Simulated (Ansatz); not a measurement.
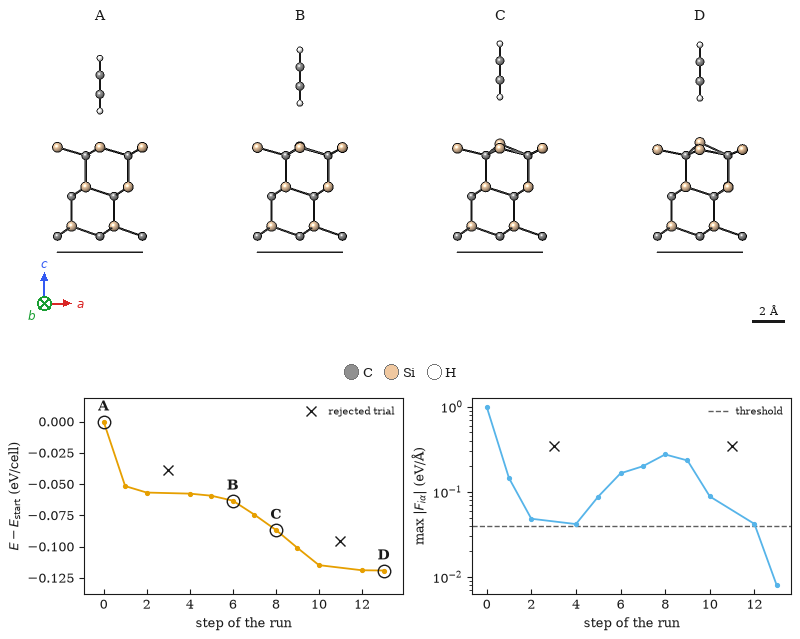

Frames of a constrained relaxation of a slab of composition Si6HC7 (cut from the F-43m phase), marked on the history of the run. Style: ball-and-stick. Shown: the cell of the calculation, outlined in the plane, without the vacuum (origin shifted), along the b axis.

Case: 1 C2H2 a cell, upright, over a top Si site. The slab is the (1 1 1) face of SiC with C2H2 on it. 12 atoms are held fixed.

Theory: DFT PBE+D3(BJ), scalar-relativistic, plane waves, PAW (Ansatz 0.2.0). Set-up: plane-wave cutoff 420 eV; k-point mesh 3 × 3 × 1; occupations gaussian; smearing width 0.05 eV; no spin polarisation; dipole correction; atoms relaxed in a fixed cell; force threshold 0.04 eV/Å; at most 100 steps.

> What happens along the run?

Over 11 accepted moves (13 points after the start) the energy falls by 0.119 eV per cell of the calculation. Largest force component: 1 eV/Å at the start, 0.008 eV/Å at the end. The line search rejected the trial steps at points 3, 11 of the run. The atom that moves furthest is an H atom (0.84 Å along the normal (+c)). Largest moves by element: H 0.84 Å, C 0.82 Å, Si 0.31 Å. The lattice vectors keep their values. Near-neighbour distances that change, for instance: C–Si 1.849 → 1.925 Å, C–Si 1.967 → 2.009 Å, C–Si 1.849 → 1.818 Å, C–H 1.058 → 1.080 Å. Bond angles that change, for instance: Si–C–Si 106.3° → 115.6°, C–Si–C 112.5° → 103.6°, C–Si–C 112.5° → 118.5°. From step 0 to 6: C and H atoms move most (0.52 Å), energy −63.2 meV per cell of the calculation. From step 6 to 8: C and H atoms move most (0.39 Å), energy −23.4 meV per cell of the calculation. From step 8 to 13: a Si atom moves most (0.09 Å), energy −32.5 meV per cell of the calculation.

```
step  E − E(0), meV/atom  largest force component, eV/Å      note
   0                0.00                         1.0034          
   1               -1.84                         0.1457          
   2               -2.03                         0.0485          
   3               -1.37                         0.3480  rejected
   4               -2.06                         0.0420          
   5               -2.12                         0.0882          
   6               -2.26                         0.1656          
   7               -2.66                         0.2005          
   8               -3.09                         0.2759          
   9               -3.61                         0.2343          
  10               -4.10                         0.0886          
  11               -3.41                         0.3450  rejected
  12               -4.25                         0.0422          
  13               -4.25                         0.0080
```

Limits of the set-up: the periodic images lie only 6.1 Å apart, so the values are limited by the cell's size.
